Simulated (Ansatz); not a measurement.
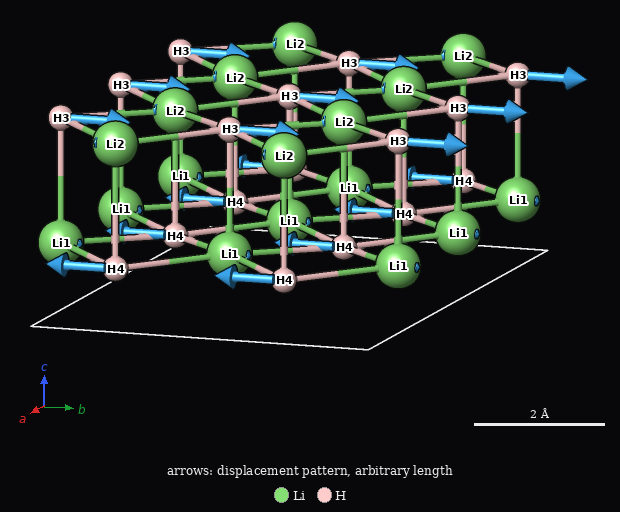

One vibrational mode of a free-standing layer of LiH (a generated structure) at the zone centre. The blue arrows give the relative displacements of the atoms. Style: ball-and-stick. Shown: the 3 × 2 repeat of the cell, outlined in the plane, without the vacuum, slightly off an axis.

Theory: Ansatz, DFT PBE, scalar-relativistic, plane waves, PAW.

Input
```yaml
crystal:
  lattice:
    - [2.7616013721, 0.0, 0.0]
    - [0.0, 2.7616013721, 0.0]
    - [0.0, 0.0, 29.13703576]
  atoms:
    - { symbol: Li, position: [0.5, 0.0, 0.2590097353] }
    - { symbol: Li, position: [0.0, 0.5, 0.324440144] }
    - { symbol: H, position: [0.5, 0.0, 0.3264303296] }
    - { symbol: H, position: [0.0, 0.5, 0.2570195498] }
  periodic: [true, true, false]
basis:
  ecutwfc: 420
kpoints:
  mp_grid: { grid: [10, 10, 1] }
hamiltonian:
  xc: pbe
scf:
  occupations: { method: fixed }
output:
  eigenvalues: true
phonons:
  method: dfpt
  eigenvectors: true
  qmesh: [2, 2, 1]
  temperatures: { t_max: 1000, t_step: 100 }
  qpath:
    path:
      - [[0.0, 0.0, 0.0], [0.0, 0.5, 0.0], [0.5, 0.5, 0.0], [0.0, 0.0, 0.0], [0.0, 0.0, 0.5], [0.0, 0.5, 0.5], [0.5, 0.5, 0.5], [0.0, 0.0, 0.5]]
      - [[0.0, 0.5, 0.0], [0.0, 0.5, 0.5]]
      - [[0.5, 0.5, 0.0], [0.5, 0.5, 0.5]]
    npoints: 8
```

Launched with:
```bash
ansatz run input.yaml --threads 1 --pin off --max-ram 2048MiB --backend cpu --events-out ev --progress --plain --runs-dir out
```

Frequencies are those without the non-analytic (LO–TO) term.

Q: What mode is this, and where does it lie in the spectrum?

A: This is the E_g mode (doubly degenerate; one member of the set is drawn) at 808 cm⁻¹, optical level 4 of 6, counted from below, Raman-active by symmetry. All motion is along b of the drawn cell; atoms of one kind move against one another, with no net shift of any sublattice; the kinetic energy is shared as H 96 %, Li 4 %.
